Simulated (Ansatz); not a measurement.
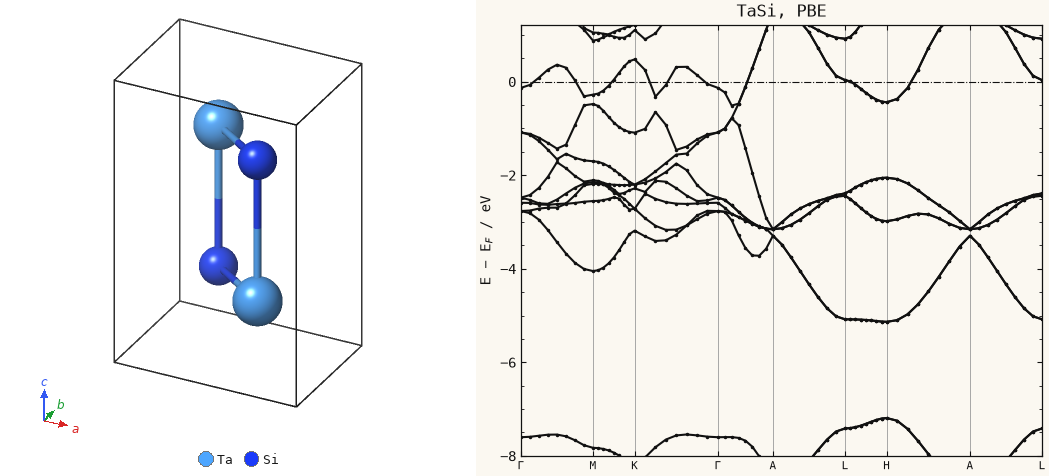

Figure made from data computed with Ansatz.

Band structure, beside the structure. Energies are counted from the Fermi level. The path runs straight from each named point to the next.

Input of the run:

```
crystal:
  lattice:
    - [4.4024234723, 0.0, 0.0]
    - [-2.2012117362, 3.8126105652, 0.0]
    - [0.0, 0.0, 4.9911179725]
  atoms:
    - { symbol: Ta, position: [0.3333333333, 0.6666666667, -0.0619989047] }
    - { symbol: Ta, position: [0.6666666667, 0.3333333333, 0.4380010953] }
    - { symbol: Si, position: [0.3333333333, 0.6666666667, 0.4379989047] }
    - { symbol: Si, position: [0.6666666667, 0.3333333333, 0.9379989047] }
kpoints:
  mp_grid: { grid: [10, 10, 6] }
  band_path:
    path:
      - [0.0, 0.0, 0.0]
      - [0.5, 0.0, 0.0]
      - [0.3333333333, 0.3333333333, 0.0]
      - [0.0, 0.0, 0.0]
      - [0.0, 0.0, 0.5]
      - [0.5, 0.0, 0.5]
      - [0.3333333333, 0.3333333333, 0.5]
      - [0.0, 0.0, 0.5]
      - [0.5, 0.0, 0.5]
    npoints: 8
scf:
  occupations: { method: fermi_dirac, width: 0.03 }
hamiltonian:
  xc: pbe
  pseudopotentials: { kind: paw }
output:
  forces: true
  stress: true
  eigenvalues: true
  efg: { contact_densities: true }
  populations: true
  bader: true
  dos: { projected: true, de: 0.2, e_range: [-14, 8] }
```

**Metal, semiconductor or insulator?**

A metal: 2 bands cross the Fermi level along this path.

Spin-orbit coupling is left out, which matters for Ta.
